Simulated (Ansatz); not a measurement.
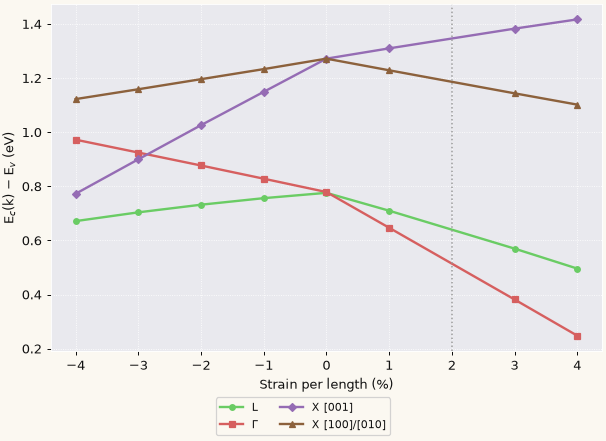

Lowest conduction level at each named k point, counted from the valence-band top at Γ. One run is left out (dotted line).

System: diamond-type Ge, space group Fd-3m (No. 227), 2 atoms in the primitive cell, relaxed with r2SCAN; unstrained, cubic a = 5.674 Å. The cell is strained along z with the other two lengths held; symmetry fixes the atoms. Points keep the names of the unstrained cell; those that the strain makes unlike carry their directions on the cubic axes x, y, z. Level of theory: HSE06, Ansatz PAW set, no spin polarisation, no spin-orbit coupling, 6×6×6 k mesh, 420 eV cutoff, Fermi-Dirac smearing of 0.02 eV; code Ansatz 0.2.0.

```
strain  L (eV)  Γ (eV)  X [001] (eV)  X [100]/[010] (eV)
  −4 %    0.67    0.97          0.77                1.12
  −3 %    0.70    0.93          0.90                1.16
  −2 %    0.73    0.88          1.03                1.20
  −1 %    0.76    0.83          1.15                1.23
   0 %    0.78    0.78          1.27                1.27
  +1 %    0.71    0.65          1.31                1.23
  +3 %    0.57    0.38          1.38                1.14
  +4 %    0.50    0.25          1.42                1.10
```

Estimate the values at +2 %.

Answer. Fits through the other points give 0.66 eV at L, 0.53 eV at Γ, 1.37 eV at X [001] and 1.20 eV at X [100]/[010] (parabolas). The run itself gives 0.64, 0.52, 1.35 and 1.19 eV, within 0.02 eV of the estimates.

How does the strain split the X points of the conduction band?

Answer. Unstrained, the X points are equivalent. At −4 % the lowest conduction level is 0.77 eV at X [001] and 1.12 eV at X [100]/[010] above the valence top, a splitting of 0.35 eV, or 87 meV for each 1 % of strain on average.

The smallest gap over all k points computed is 0.63, 0.70, 0.73, 0.76, 0.78, 0.65, 0.52, 0.38 and 0.25 eV in turn; it lies up to 0.04 eV under the lowest value plotted. The strain splits the threefold valence top at Γ, and levels count from its highest part. Spin-orbit coupling is left out, which matters for Ge. The k mesh is thin for exact exchange. The PAW data sets were made with another functional. The cell was built by a generator and needn't be a form met in nature.
